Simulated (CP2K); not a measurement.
# Energy of Hf along an even scaling of the cell

System: Hf (Pm-3m, 1 atom in the cell).
Method: Kohn-Sham DFT of a periodic cell, PBEsol, GTH-PBE with UZH-TZVP basis, no spin polarisation (CP2K 2026.2).

The 6 runs differ only in the geometry, by an even scaling of the cell at fixed fractional positions. The structure was built on a prototype by a generator; it need not be a known phase.

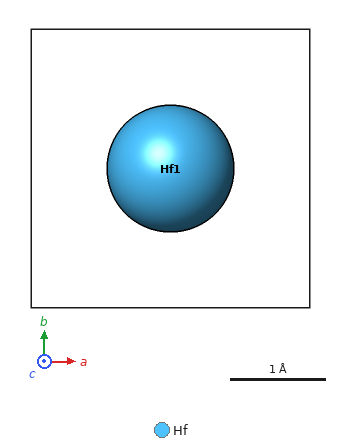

Figure 1. The structure of run 4 (ball-and-stick view of the cell of the calculation, along the c axis; atoms are numbered from 1 in the order of the input). An atom can appear more than once, as a periodic image.

## Input of run 4
```
&GLOBAL
  PROJECT hf_eos
  RUN_TYPE ENERGY_FORCE
  PRINT_LEVEL LOW
&END GLOBAL
&FORCE_EVAL
  METHOD QS
  STRESS_TENSOR ANALYTICAL
  &DFT
    BASIS_SET_FILE_NAME BASIS_MOLOPT_UZH
    POTENTIAL_FILE_NAME POTENTIAL_UZH
    WFN_RESTART_FILE_NAME previous-RESTART.kp
    &MGRID
      CUTOFF 450
      REL_CUTOFF 60
      NGRIDS 5
    &END MGRID
    &QS
      METHOD GPW
      EPS_DEFAULT 1.0E-9
    &END QS
    &KPOINTS
      SCHEME MONKHORST-PACK 9 9 9
      GAMMA_CENTERED T
      SYMMETRY T
      SYMMETRY_BACKEND SPGLIB
    &END KPOINTS
    &SCF
      SCF_GUESS RESTART
      EPS_SCF 1.0E-6
      MAX_SCF 100
      ADDED_MOS 11
      CHOLESKY OFF
      EPS_EIGVAL 1.0E-7
      &DIAGONALIZATION ON
        ALGORITHM STANDARD
      &END DIAGONALIZATION
      &MIXING ON
        METHOD BROYDEN_MIXING
        ALPHA 0.4
        BETA 1.5
        NBUFFER 8
      &END MIXING
      &SMEAR ON
        METHOD FERMI_DIRAC
        ELECTRONIC_TEMPERATURE [K] 580.226
      &END SMEAR
    &END SCF
    &XC
      &XC_FUNCTIONAL
        &GGA_X_PBE_SOL
        &END GGA_X_PBE_SOL
        &GGA_C_PBE_SOL
        &END GGA_C_PBE_SOL
      &END XC_FUNCTIONAL
    &END XC
    &PRINT
      &KPOINTS ON
      &END KPOINTS
      &MULLIKEN ON
      &END MULLIKEN
      &MO ON
        ENERGIES T
        OCCUPATION_NUMBERS T
        &EACH
          QS_SCF 0
        &END EACH
        ADD_LAST NUMERIC
      &END MO
    &END PRINT
  &END DFT
  &SUBSYS
    &CELL
      A 2.9331073173 0.0000000000 0.0000000000
      B 0.0000000000 2.9331073173 0.0000000000
      C 0.0000000000 0.0000000000 2.9331073173
      PERIODIC XYZ
    &END CELL
    &COORD
      Hf  1.4665536587 1.4665536587 1.4665536587
    &END COORD
    &KIND Hf
      BASIS_SET TZVP-MOLOPT-PBE-GTH-q12
      POTENTIAL GTH-PBE-q12
    &END KIND
    &PRINT
      &ATOMIC_COORDINATES ON
      &END ATOMIC_COORDINATES
      &CELL ON
      &END CELL
    &END PRINT
  &END SUBSYS
  &PRINT
    &FORCES ON
    &END FORCES
    &STRESS_TENSOR ON
    &END STRESS_TENSOR
  &END PRINT
&END FORCE_EVAL
```

Command:
```bash
OMP_NUM_THREADS=1 cp2k.psmp -i hf_eos.inp -o hf_eos.out
```

Run 2 differs from it as follows:
```diff
-      A 2.9331073173 0.0000000000 0.0000000000
-      B 0.0000000000 2.9331073173 0.0000000000
-      C 0.0000000000 0.0000000000 2.9331073173
+      A 2.8744293617 0.0000000000 0.0000000000
+      B 0.0000000000 2.8744293617 0.0000000000
+      C 0.0000000000 0.0000000000 2.8744293617
-      Hf  1.4665536587 1.4665536587 1.4665536587
+      Hf  1.4372146808 1.4372146808 1.4372146808
```

## Results, with one run withheld

```tsv
run	volume per atom (Å³)	free energy per atom, from the lowest run given (meV)	pressure (GPa)
1	23.255	2.44	2.06
2	23.750	?	?
3	24.244	0.00	−1.19
4	25.234	16.25	−4.00
5	25.729	30.55	−5.25
6	26.223	48.56	−6.40
```

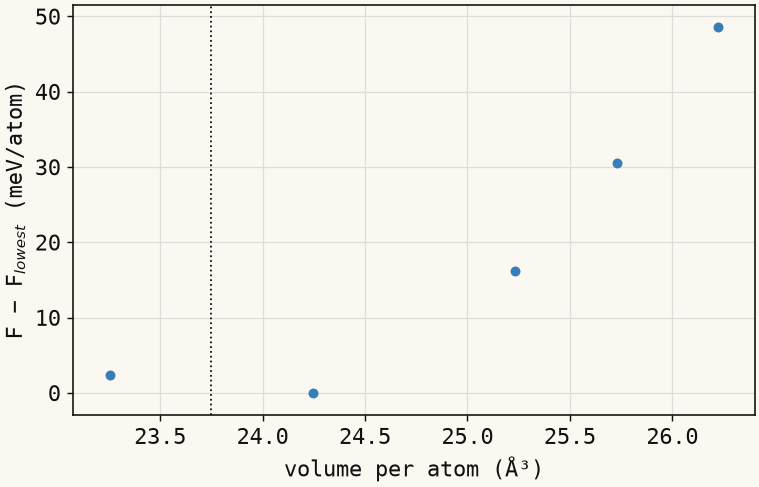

Figure 2. Free energy per atom of the runs given; the dotted line marks run 2.

What should run 2 give?

A cubic polynomial in V^(−2/3) (the Birch–Murnaghan form), fitted to the 5 runs given, misses them by at most 0.01 meV per atom. With x = V^(−2/3) − 0.11728 Å⁻², it reads F = 8.8036 − 6143.8 x + 9.407e+05 x² − 5.3174e+06 x³ (meV per atom). At run 2 it gives −1.29 meV per atom, and the run itself gives −1.25. The slope of the fit gives a pressure −dF/dV of 0.37 GPa there, and the run prints 0.38 GPa. The fit has its minimum at 23.865 Å³ per atom, where V d²F/dV² gives 77 GPa: the bulk modulus at this level, since symmetry fixes the shape and the positions.

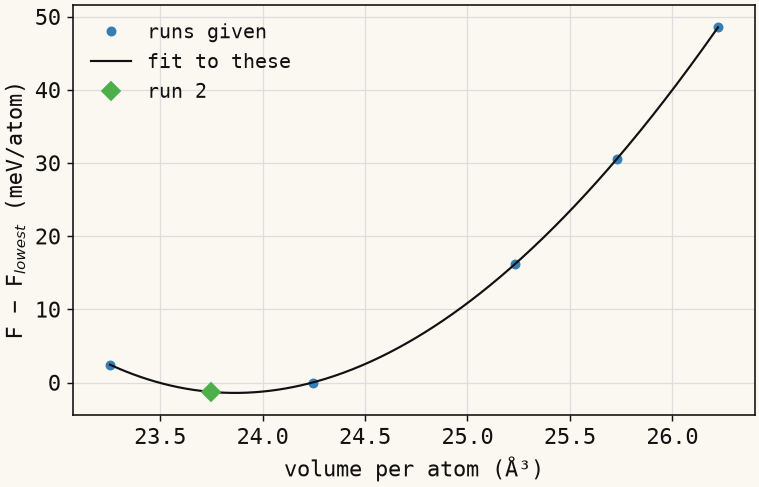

Figure 3. The fit and the withheld run.

## Some lines of the output (run 2)
```
[...]
 CELL| Volume [angstrom^3]:                                            23.749525
 CELL_REF| Volume [angstrom^3]:                                        23.749525
                        Smear method:                                FERMI_DIRAC
  Step     Update method      Time    Convergence         Total energy    Change
  Fermi energy:                                                 0.33388850683588
  Total energy:                                               -49.17490736169736
  Total energy (extrapolated to T->0):                        -49.17466307910745
 MO| E(Fermi):            0.333889 a.u.          9.085568 eV
```

Notes: Spin–orbit coupling is left out, which matters for Hf.
